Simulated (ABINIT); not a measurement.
# Geometry relaxation, with input and output: SiC (part 3 of 4)

Continued. System: SiC (P6₃mc, 4 atoms in the cell). Method: Kohn-Sham DFT of a periodic cell, LDA, PseudoDojo NC SR LDA v0.4.1 standard, no spin polarisation (ABINIT 10.8.3); cutoff 1115.67 eV, 8×8×4 k-mesh, fermi-dirac of 0.05 eV. The structure derives from an entry of the Crystallography Open Database.

Geometry of the input (Å; fractional positions):
```
3.0760  0.0000  0.0000
-1.5380  2.6639  0.0000
0.0000  0.0000  5.0480
Si 0.6667  0.3333  0.5000
Si 0.3333  0.6667  0.0000
C  0.6667  0.3333  0.8850
C  0.3333  0.6667  0.3850
```

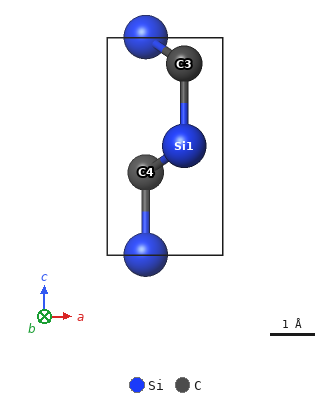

The geometry at step 2 of the log (ball-and-stick view of the cell of the calculation, along the b axis; atoms are numbered from 1 in the order of the input).

The program's output, continued:
```
 Cartesian coordinates (xcart) [bohr]
  2.88586924952038E+00  1.66615738806291E+00  4.77950815846473E+00
 -3.30983219897218E-11  3.33231477612581E+00  4.35970634482348E-02
  2.88586924952038E+00  1.66615738806291E+00  8.33896557473095E+00
 -3.30983219897218E-11  3.33231477612581E+00  3.60305447971446E+00
 Reduced coordinates (xred)
  6.66666666666667E-01  3.33333333333333E-01  5.04602816920921E-01
  3.33333333333333E-01  6.66666666666667E-01  4.60281692092057E-03
  6.66666666666667E-01  3.33333333333333E-01  8.80397183079079E-01
  3.33333333333333E-01  6.66666666666667E-01  3.80397183079079E-01
 Cartesian forces (fcart) [Ha/bohr]; max,rms= 7.49231E-05 4.32569E-05 (free atoms)
  4.66522387247179E-29 -5.38693651720896E-28 -7.49230852140159E-05
 -1.39956716174154E-28  1.07738730342882E-28 -7.49230852140159E-05
 -1.39956716174154E-28 -4.84824286550613E-28  7.49230852140159E-05
  2.33261193623589E-28  9.15779207928627E-28  7.49230852140159E-05
 Gradient of E wrt nuclear positions in reduced coordinates (gred)
 -2.69264522315439E-28  2.82727748431211E-27  7.09658141075848E-04
  8.07793566946316E-28 -9.42425828104036E-28  7.09658141075848E-04
  8.07793566946316E-28  2.01948391736579E-27 -7.09658141075848E-04
 -1.34632261157719E-27 -3.90433557357386E-27 -7.09658141075847E-04
 Scale of Primitive Cell (acell) [bohr]
  5.77173849907386E+00  5.77173849909010E+00  9.47182219003298E+00
 Real space primitive translations (rprimd) [bohr]
  5.77173849907386E+00  0.00000000000000E+00  0.00000000000000E+00
 -2.88586924958658E+00  4.99847216418872E+00  0.00000000000000E+00
  0.00000000000000E+00  0.00000000000000E+00  9.47182219003298E+00
 Unitary Cell Volume (ucvol) [Bohr^3]=  2.73260878879143E+02
 Angles (23,13,12)= [degrees]
  9.00000000000000E+01  9.00000000000000E+01  1.20000000000476E+02
 Lengths [Bohr]
  5.77173849907386E+00  5.77173849909010E+00  9.47182219003298E+00
 Stress tensor in cartesian coordinates (strten) [Ha/bohr^3]
  9.05056110088627E-07  4.69205184886237E-14  0.00000000000000E+00
  4.69205184886237E-14  9.05056128821038E-07  0.00000000000000E+00
  0.00000000000000E+00  0.00000000000000E+00 -1.71234858202529E-08
 Total energy (etotal) [Ha]= -2.06332572139528E+01

 Difference of energy with previous step (new-old):
           Absolute (Ha)=-4.31997E-05
           Relative     =-2.09369E-06

--- Iteration: ( 6/50) Internal Cycle: (1/1)
--------------------------------------------------------------------------------

---SELF-CONSISTENT-FIELD CONVERGENCE--------------------------------------------

--- !BeginCycle
iteration_state: {dtset: 1, itime: 6, icycle: 1, }
solver: {iscf: 7, nstep: 80, nline: 4, wfoptalg: 0, }
tolerances: {tolvrs: 1.00E-12, }
...

     iter   Etot(hartree)      deltaE(h)  residm     vres2
 ETOT  1  -20.633257198660    -2.063E+01 1.945E-05 4.036E-04
 ETOT  2  -20.633257242115    -4.346E-08 2.260E-06 3.436E-05
 ETOT  3  -20.633257247457    -5.342E-09 2.172E-06 4.537E-06
 ETOT  4  -20.633257248235    -7.773E-10 1.242E-06 2.189E-08
 ETOT  5  -20.633257248237    -2.096E-12 1.124E-06 1.621E-10
 ETOT  6  -20.633257248237    -3.908E-14 6.674E-07 1.208E-12
 ETOT  7  -20.633257248237    -9.948E-14 5.827E-07 1.007E-14

 At SCF step    7       vres2   =  1.01E-14 < tolvrs=  1.00E-12 =>converged.

 Cartesian components of stress tensor (hartree/bohr^3)
  sigma(1 1)=  3.54715847E-07  sigma(3 2)=  0.00000000E+00
  sigma(2 2)=  3.54715866E-07  sigma(3 1)=  0.00000000E+00
  sigma(3 3)=  1.74574091E-08  sigma(2 1)=  4.69173740E-14

--- !ResultsGS
iteration_state: {dtset: 1, itime: 6, icycle: 1, }
comment   : Summary of ground state results
lattice_vectors:
- [  5.7716804,   0.0000000,   0.0000000, ]
- [ -2.8858402,   4.9984219,   0.0000000, ]
- [  0.0000000,   0.0000000,   9.4715923, ]
lattice_lengths: [   5.77168,    5.77168,    9.47159, ]
lattice_angles: [ 90.000,  90.000, 120.000, ] # degrees, (23, 13, 12)
lattice_volume:   2.7324875E+02
convergence: {deltae: -9.948E-14, res2:  1.007E-14, residm:  5.827E-07, diffor: null, }
etotal    :  -2.06332572E+01
entropy   :   0.00000000E+00
fermie    :   3.18093308E-01
cartesian_stress_tensor: # hartree/bohr^3
- [  3.54715847E-07,   4.69173740E-14,   0.00000000E+00, ]
- [  4.69173740E-14,   3.54715866E-07,   0.00000000E+00, ]
- [  0.00000000E+00,   0.00000000E+00,   1.74574091E-08, ]
pressure_GPa:  -7.1286E-03
xred      :
- [  6.6667E-01,   3.3333E-01,   5.0458E-01, Si]
- [  3.3333E-01,   6.6667E-01,   4.5820E-03, Si]
- [  6.6667E-01,   3.3333E-01,   8.8042E-01,  C]
- [  3.3333E-01,   6.6667E-01,   3.8042E-01,  C]
cartesian_forces: # hartree/bohr
- [ -2.33263540E-29,  -1.48142244E-28,  -2.86643856E-06, ]
- [ -1.16631770E-28,   1.34674768E-29,  -2.86643856E-06, ]
- [ -2.33263540E-29,  -7.40711222E-28,   2.86643856E-06, ]
- [  1.63284478E-28,   8.75385990E-28,   2.86643856E-06, ]
force_length_stats: {min:   2.86643856E-06, max:   2.86643856E-06, mean:   2.86643856E-06, }
...

 Integrated electronic density in atomic spheres:
 ------------------------------------------------
 Atom  Sphere_radius  Integrated_density
    1        2.00000          1.98397573
    2        2.00000          1.98397573
    3        2.00000          4.27622923
    4        2.00000          4.27622923

---OUTPUT-----------------------------------------------------------------------

 Cartesian coordinates (xcart) [bohr]
  2.88584021933370E+00  1.66614062747681E+00  4.77919493824443E+00
 -3.30980999408195E-11  3.33228125495362E+00  4.33988113373683E-02
  2.88584021933370E+00  1.66614062747681E+00  8.33896033328813E+00
 -3.30980999408195E-11  3.33228125495362E+00  3.60316420638107E+00
 Reduced coordinates (xred)
  6.66666666666667E-01  3.33333333333333E-01  5.04581997427084E-01
  3.33333333333333E-01  6.66666666666667E-01  4.58199742708434E-03
  6.66666666666667E-01  3.33333333333333E-01  8.80418002572916E-01
  3.33333333333333E-01  6.66666666666667E-01  3.80418002572916E-01
 Cartesian forces (fcart) [Ha/bohr]; max,rms= 2.86644E-06 1.65494E-06 (free atoms)
 -2.33263540120790E-29 -1.48142244449475E-28 -2.86643856219400E-06
 -1.16631770060395E-28  1.34674767669546E-29 -2.86643856219400E-06
 -2.33263540120790E-29 -7.40711222246449E-28  2.86643856219400E-06
  1.63284478084553E-28  8.75385989928969E-28  2.86643856219400E-06
 Gradient of E wrt nuclear positions in reduced coordinates (gred)
  1.34632261157719E-28  6.73161305788597E-28  2.71497372817108E-05
  6.73161305788597E-28 -4.03896783473158E-28  2.71497372817108E-05
  1.34632261157719E-28  3.63507105125842E-27 -2.71497372817108E-05
 -9.42425828104035E-28 -3.90433557357386E-27 -2.71497372817108E-05
 Scale of Primitive Cell (acell) [bohr]
  5.77168043870049E+00  5.77168043871674E+00  9.47159225381412E+00
 Real space primitive translations (rprimd) [bohr]
  5.77168043870049E+00  0.00000000000000E+00  0.00000000000000E+00
 -2.88584021939989E+00  4.99842188243043E+00  0.00000000000000E+00
  0.00000000000000E+00  0.00000000000000E+00  9.47159225381412E+00
 Unitary Cell Volume (ucvol) [Bohr^3]=  2.73248747714361E+02
 Angles (23,13,12)= [degrees]
  9.00000000000000E+01  9.00000000000000E+01  1.20000000000476E+02
 Lengths [Bohr]
  5.77168043870049E+00  5.77168043871673E+00  9.47159225381412E+00
 Stress tensor in cartesian coordinates (strten) [Ha/bohr^3]
  3.54715847188103E-07  4.69173740150575E-14  0.00000000000000E+00
  4.69173740150575E-14  3.54715865919647E-07  0.00000000000000E+00
  0.00000000000000E+00  0.00000000000000E+00  1.74574091450080E-08
 Total energy (etotal) [Ha]= -2.06332572482369E+01

 Difference of energy with previous step (new-old):
           Absolute (Ha)=-3.42840E-08
           Relative     =-1.66159E-09

--- Iteration: ( 7/50) Internal Cycle: (1/1)
--------------------------------------------------------------------------------

---SELF-CONSISTENT-FIELD CONVERGENCE--------------------------------------------

--- !BeginCycle
iteration_state: {dtset: 1, itime: 7, icycle: 1, }
solver: {iscf: 7, nstep: 80, nline: 4, wfoptalg: 0, }
tolerances: {tolvrs: 1.00E-12, }
...

     iter   Etot(hartree)      deltaE(h)  residm     vres2
 ETOT  1  -20.633257247188    -2.063E+01 1.543E-06 1.675E-05
 ETOT  2  -20.633257248626    -1.439E-09 8.305E-07 6.004E-06
 ETOT  3  -20.633257249695    -1.068E-09 3.924E-07 4.622E-08
 ETOT  4  -20.633257249701    -6.143E-12 3.990E-07 5.645E-10
 ETOT  5  -20.633257249701     1.243E-13 2.010E-07 5.245E-12
 ETOT  6  -20.633257249701    -9.237E-14 2.005E-07 9.739E-14

 At SCF step    6       vres2   =  9.74E-14 < tolvrs=  1.00E-12 =>converged.

 Cartesian components of stress tensor (hartree/bohr^3)
  sigma(1 1)=  7.24203186E-08  sigma(3 2)=  0.00000000E+00
  sigma(2 2)=  7.24203373E-08  sigma(3 1)=  0.00000000E+00
  sigma(3 3)= -1.13513019E-08  sigma(2 1)=  4.69189338E-14

--- !ResultsGS
iteration_state: {dtset: 1, itime: 7, icycle: 1, }
comment   : Summary of ground state results
lattice_vectors:
- [  5.7716088,   0.0000000,   0.0000000, ]
- [ -2.8858044,   4.9983598,   0.0000000, ]
- [  0.0000000,   0.0000000,   9.4715895, ]
lattice_lengths: [   5.77161,    5.77161,    9.47159, ]
lattice_angles: [ 90.000,  90.000, 120.000, ] # degrees, (23, 13, 12)
lattice_volume:   2.7324188E+02
convergence: {deltae: -9.237E-14, res2:  9.739E-14, residm:  2.005E-07, diffor: null, }
etotal    :  -2.06332572E+01
entropy   :   0.00000000E+00
fermie    :   3.18100681E-01
cartesian_stress_tensor: # hartree/bohr^3
- [  7.24203186E-08,   4.69189338E-14,   0.00000000E+00, ]
- [  4.69189338E-14,   7.24203373E-08,   0.00000000E+00, ]
- [  0.00000000E+00,   0.00000000E+00,  -1.13513019E-08, ]
pressure_GPa:  -1.3091E-03
xred      :
- [  6.6667E-01,   3.3333E-01,   5.0458E-01, Si]
- [  3.3333E-01,   6.6667E-01,   4.5818E-03, Si]
- [  6.6667E-01,   3.3333E-01,   8.8042E-01,  C]
- [  3.3333E-01,   6.6667E-01,   3.8042E-01,  C]
cartesian_forces: # hartree/bohr
- [  1.16633218E-28,   2.28949948E-28,   4.23964325E-07, ]
- [  2.33266437E-29,  -1.48144084E-28,   4.23964325E-07, ]
- [  2.33266437E-29,   3.36691100E-28,  -4.23964325E-07, ]
- [ -1.63286506E-28,  -4.17496965E-28,  -4.23964325E-07, ]
force_length_stats: {min:   4.23964325E-07, max:   4.23964325E-07, mean:   4.23964325E-07, }
...

 Integrated electronic density in atomic spheres:
 ------------------------------------------------
 Atom  Sphere_radius  Integrated_density
    1        2.00000          1.98395899
    2        2.00000          1.98395899
    3        2.00000          4.27622159
    4        2.00000          4.27622159

---OUTPUT-----------------------------------------------------------------------

 Cartesian coordinates (xcart) [bohr]
  2.88580438139723E+00  1.66611993643454E+00  4.77919146036252E+00
 -3.30973597868314E-11  3.33223987286909E+00  4.33966961563848E-02
  2.88580438139723E+00  1.66611993643454E+00  8.33896003648847E+00
 -3.30973597868314E-11  3.33223987286909E+00  3.60316527228234E+00
 Reduced coordinates (xred)
  6.66666666666667E-01  3.33333333333333E-01  5.04581775427050E-01
  3.33333333333333E-01  6.66666666666667E-01  4.58177542705014E-03
  6.66666666666667E-01  3.33333333333333E-01  8.80418224572950E-01
  3.33333333333333E-01  6.66666666666667E-01  3.80418224572950E-01
 Cartesian forces (fcart) [Ha/bohr]; max,rms= 4.23964E-07 2.44776E-07 (free atoms)
  1.16633218475261E-28  2.28949948284303E-28  4.23964325211923E-07
  2.33266436950522E-29 -1.48144084182979E-28  4.23964325211923E-07
  2.33266436950522E-29  3.36691100416620E-28 -4.23964325211923E-07
 -1.63286505865365E-28 -4.17496964517944E-28 -4.23964325211923E-07
 Gradient of E wrt nuclear positions in reduced coordinates (gred)
 -6.73161305788597E-28 -8.07793566946316E-28 -4.01561606309762E-06
 -1.34632261157719E-28  8.07793566946316E-28 -4.01561606309762E-06
 -1.34632261157719E-28 -1.61558713389263E-27  4.01561606309762E-06
  9.42425828104035E-28  1.61558713389263E-27  4.01561606309762E-06
 Scale of Primitive Cell (acell) [bohr]
  5.77160876282756E+00  5.77160876284380E+00  9.47158952841227E+00
 Real space primitive translations (rprimd) [bohr]
  5.77160876282756E+00  0.00000000000000E+00  0.00000000000000E+00
 -2.88580438146343E+00  4.99835980930363E+00  0.00000000000000E+00
  0.00000000000000E+00  0.00000000000000E+00  9.47158952841227E+00
 Unitary Cell Volume (ucvol) [Bohr^3]=  2.73241882428827E+02
 Angles (23,13,12)= [degrees]
  9.00000000000000E+01  9.00000000000000E+01  1.20000000000476E+02
 Lengths [Bohr]
  5.77160876282756E+00  5.77160876284380E+00  9.47158952841227E+00
 Stress tensor in cartesian coordinates (strten) [Ha/bohr^3]
  7.24203185675440E-08  4.69189337671866E-14  0.00000000000000E+00
  4.69189337671866E-14  7.24203372990881E-08  0.00000000000000E+00
  0.00000000000000E+00  0.00000000000000E+00 -1.13513019253317E-08
 Total energy (etotal) [Ha]= -2.06332572497010E+01

 Difference of energy with previous step (new-old):
           Absolute (Ha)=-1.46409E-09
           Relative     =-7.09578E-11

 At Broyd/MD step   7, gradients are converged :
  max grad (force/stress) = 7.2420E-06 < tolmxf= 2.0000E-05 ha/bohr (free atoms)

================================================================================

 ----iterations are completed or convergence reached----

 Mean square residual over all n,k,spin=   68.224E-11; max=  20.052E-08
 reduced coordinates (array xred) for    4 atoms
       0.666666666667      0.333333333333      0.504581775427
       0.333333333333      0.666666666667      0.004581775427
       0.666666666667      0.333333333333      0.880418224573
       0.333333333333      0.666666666667      0.380418224573
 rms dE/dt=  2.3184E-06; max dE/dt=  4.0218E-06; dE/dt below (all hartree)
    1      -0.000000000000     -0.000000000000     -0.000004009398
    2       0.000000000000      0.000000000000     -0.000004009398
    3       0.000000000000     -0.000000000000      0.000004021834
    4       0.000000000000      0.000000000000      0.000004021834

 cartesian coordinates (angstrom) at end:
    1      1.52710191272344     0.88167270039418     2.52903920565034
    2     -0.00000000001751     1.76334540078836     0.02296454261886
    3      1.52710191272344     0.88167270039418     4.41278761094686
    4     -0.00000000001751     1.76334540078836     1.90671294791538

 cartesian forces (hartree/bohr) at end:
    1      0.00000000000000     0.00000000000000     0.00000042396433
    2      0.00000000000000    -0.00000000000000     0.00000042396433
    3      0.00000000000000     0.00000000000000    -0.00000042396433
    4     -0.00000000000000    -0.00000000000000    -0.00000042396433
 frms,max,avg= 2.4477592E-07 4.2396433E-07   0.000E+00  0.000E+00 -6.565E-10 h/b

 cartesian forces (eV/Angstrom) at end:
    1      0.00000000000000     0.00000000000000     0.00002180112215
    2      0.00000000000000    -0.00000000000000     0.00002180112215
    3      0.00000000000000     0.00000000000000    -0.00002180112215
    4     -0.00000000000000    -0.00000000000000    -0.00002180112215
 frms,max,avg= 1.2586884E-05 2.1801122E-05   0.000E+00  0.000E+00 -3.376E-08 e/A
 length scales=  5.771608762828  5.771608762844  9.471589528412 bohr
              =  3.054203825464  3.054203825473  5.012149326063 angstroms
 Fermi (or HOMO) energy (hartree) =   0.31810   Average Vxc (hartree)=  -0.42445
 Eigenvalues (hartree) for nkpt=  30  k points:
 kpt#   1, nband= 12, wtk=  0.00391, kpt=  0.0000  0.0000  0.0000 (reduced coord)
  -0.30055   -0.16474   -0.05015    0.22602    0.22602    0.27072    0.27489    0.27489
   0.45651    0.51174    0.52086    0.52086
      occupation numbers for kpt#   1
   2.00000    2.00000    2.00000    2.00000    2.00000    2.00000    2.00000    2.00000
   0.00000    0.00000    0.00000    0.00000
 prteigrs : prtvol=0 or 1, do not print more k-points.

--- !EnergyTerms
iteration_state     : {dtset: 1, itime: 7, icycle: 1, }
comment             : Components of total free energy in Hartree
kinetic             :  1.19493609255666E+01
hartree             :  2.32899976547440E+00
xc                  : -7.59276868340798E+00
Ewald energy        : -2.10535526116529E+01
psp_core            :  1.29070340344718E+00
local_psp           : -8.14151264312352E+00
non_local_psp       :  5.85512593995435E-01
internal            : -2.06332572497009E+01
'-kT*entropy'       : -9.90321804990157E-14
total_energy        : -2.06332572497010E+01
total_energy_eV     : -5.61459532534300E+02
band_energy         :  8.30151085245691E-01
...

 rms coord change=  2.6453E-03   atom, delta coord (reduced):
     1        0.000000000000      0.000000000000      0.004581775427
     2        0.000000000000      0.000000000000      0.004581775427
     3        0.000000000000      0.000000000000     -0.004581775427
     4        0.000000000000      0.000000000000     -0.004581775427

 Cartesian components of stress tensor (hartree/bohr^3)
  sigma(1 1)=  7.24203186E-08  sigma(3 2)=  0.00000000E+00
  sigma(2 2)=  7.24203373E-08  sigma(3 1)=  0.00000000E+00
  sigma(3 3)= -1.13513019E-08  sigma(2 1)=  4.69189338E-14

-Cartesian components of stress tensor (GPa)         [Pressure= -1.3091E-03 GPa]
- sigma(1 1)=  2.13067933E-03  sigma(3 2)=  0.00000000E+00
- sigma(2 2)=  2.13067988E-03  sigma(3 1)=  0.00000000E+00
- sigma(3 3)= -3.33966833E-04  sigma(2 1)=  1.38040269E-09

== END DATASET(S) ==============================================================
================================================================================

 -outvars: echo values of variables after computation  --------
            acell      5.7716087628E+00  5.7716087628E+00  9.4715895284E+00 Bohr
           etotal     -2.0633257250E+01
            fcart      1.1663321848E-28  2.2894994828E-28  4.2396432521E-07
                       2.3326643695E-29 -1.4814408418E-28  4.2396432521E-07
                       2.3326643695E-29  3.3669110042E-28 -4.2396432521E-07
                      -1.6328650587E-28 -4.1749696452E-28 -4.2396432521E-07
            rprim      1.0000000000E+00  0.0000000000E+00  0.0000000000E+00
                      -5.0000000001E-01  8.6602540378E-01  0.0000000000E+00
                       0.0000000000E+00  0.0000000000E+00  1.0000000000E+00
           strten      7.2420318568E-08  7.2420337299E-08 -1.1351301925E-08
                       0.0000000000E+00  0.0000000000E+00  4.6918933767E-14
           xangst      1.5271019127E+00  8.8167270039E-01  2.5290392057E+00
                      -1.7514368528E-11  1.7633454008E+00  2.2964542619E-02
                       1.5271019127E+00  8.8167270039E-01  4.4127876109E+00
                      -1.7514368528E-11  1.7633454008E+00  1.9067129479E+00
             xred      6.6666666667E-01  3.3333333333E-01  5.0458177543E-01
                       3.3333333333E-01  6.6666666667E-01  4.5817754271E-03
                       6.6666666667E-01  3.3333333333E-01  8.8041822457E-01
                       3.3333333333E-01  6.6666666667E-01  3.8041822457E-01
 Calculation completed.
```

Trajectory as extended XYZ (Å, eV, eV/Å), 7 frames, from step=0 to step=6:
```
4
Lattice="3.0760 0.0000 0.0000 -1.5380 2.6639 0.0000 0.0000 0.0000 5.0480" Properties=species:S:1:pos:R:3:forces:R:3 step=0 energy=-561.41177
Si    1.5380    0.8880    2.5240    0.0000   0.0000   0.7284
Si    0.0000    1.7759    0.0000    0.0000   0.0000   0.7284
C     1.5380    0.8880    4.4675    0.0000   0.0000  -0.7284
C     0.0000    1.7759    1.9435    0.0000   0.0000  -0.7284
4
Lattice="3.0665 0.0000 0.0000 -1.5332 2.6557 0.0000 0.0000 0.0000 5.0110" Properties=species:S:1:pos:R:3:forces:R:3 step=1 energy=-561.44267
Si    1.5332    0.8852    2.5129    0.0000   0.0000   0.4888
Si    0.0000    1.7704    0.0074    0.0000   0.0000   0.4888
C     1.5332    0.8852    4.4273    0.0000   0.0000  -0.4888
C     0.0000    1.7704    1.9218    0.0000   0.0000  -0.4888
4
Lattice="3.0566 0.0000 0.0000 -1.5283 2.6471 0.0000 0.0000 0.0000 4.9820" Properties=species:S:1:pos:R:3:forces:R:3 step=2 energy=-561.45654
Si    1.5283    0.8824    2.5095    0.0000   0.0000   0.0869
Si    0.0000    1.7647    0.0185    0.0000   0.0000   0.0869
C     1.5283    0.8824    4.3905    0.0000   0.0000  -0.0869
C     0.0000    1.7647    1.8995    0.0000   0.0000  -0.0869
4
Lattice="3.0560 0.0000 0.0000 -1.5280 2.6465 0.0000 0.0000 0.0000 4.9935" Properties=species:S:1:pos:R:3:forces:R:3 step=3 energy=-561.45836
Si    1.5280    0.8822    2.5168    0.0000   0.0000   0.0581
Si    0.0000    1.7644    0.0201    0.0000   0.0000   0.0581
C     1.5280    0.8822    4.3991    0.0000   0.0000  -0.0581
C     0.0000    1.7644    1.9024    0.0000   0.0000  -0.0581
4
Lattice="3.0543 0.0000 0.0000 -1.5271 2.6451 0.0000 0.0000 0.0000 5.0123" Properties=species:S:1:pos:R:3:forces:R:3 step=4 energy=-561.45953
Si    1.5271    0.8817    2.5292    0.0000   0.0000  -0.0039
Si    0.0000    1.7634    0.0231    0.0000   0.0000  -0.0039
C     1.5271    0.8817    4.4128    0.0000   0.0000   0.0039
C     0.0000    1.7634    1.9067    0.0000   0.0000   0.0039
```
